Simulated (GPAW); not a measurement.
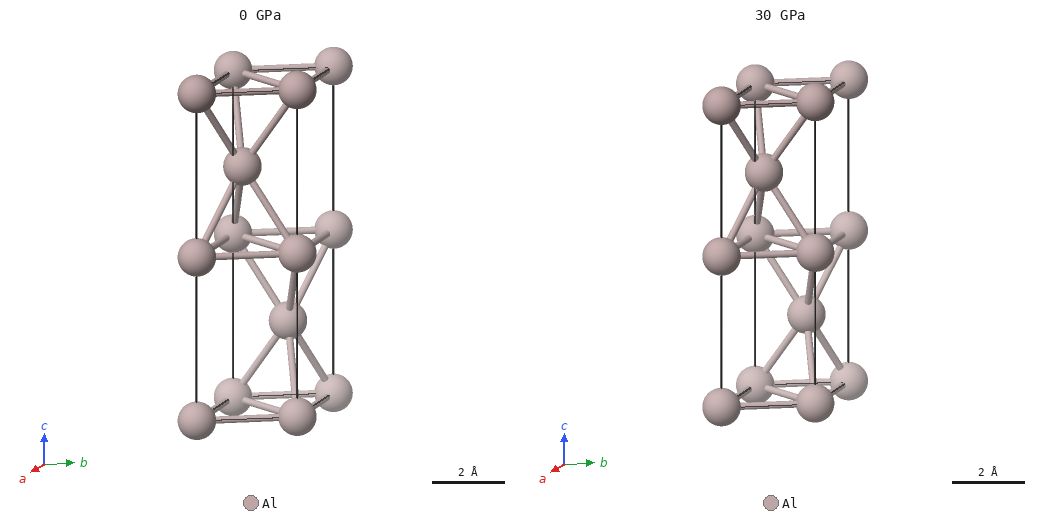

Al, double hexagonal close-packed (α-La type), space group P6₃/mmc (No. 194), relaxed (cell and atoms) under a series of hydrostatic pressures; the conventional cell is drawn at the lowest and the highest, to one scale (sticks follow a distance rule). The start was a structure listed in the Materials Project. This isn't the form of Al at room conditions, which is fcc.

Alike in all runs: GPAW 26.7.0; functional PBEsol; potentials PAW data sets generated in the run's folder for this functional; cutoff 600 eV; k mesh 9 × 9 × 3 on the run's cell of 4 atoms; occupations fermi-dirac, width 0.05 eV; no spin polarisation; no spin-orbit coupling.

```tsv
pressure (GPa)	volume (Å³/atom)	a (Å)	c (Å)
0.0	16.246	2.828	9.381
2.2	?	?	?
5.0	15.397	2.781	9.198
10.1	14.708	2.742	9.039
20.1	13.722	2.682	8.814
30.0	12.991	2.634	8.650
```

**What equation of state do the given rows imply, and what volume does it predict for the missing row?**

The fit gives V0 = 16.25 Å³/atom, B0 = 81 GPa and B0′ = 4.4, which puts the volume at 2.2 GPa at 15.85 Å³/atom. The run gave volume 15.851 Å³/atom; a 2.806 Å; c 9.301 Å.

**Which axis yields most up to 30 GPa?**

The axes shrink nearly alike: a −6.9 %, c −7.8 %, against −20.0 % in volume.

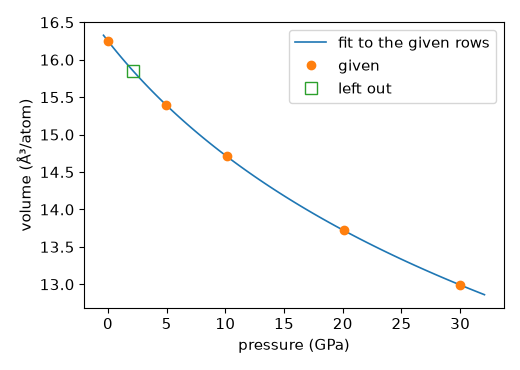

Volume against pressure, with the fit. The structure was kept in its own symmetry, so a change to another phase within this range wouldn't be seen.

Caveat: later steps reuse the first step's grids.
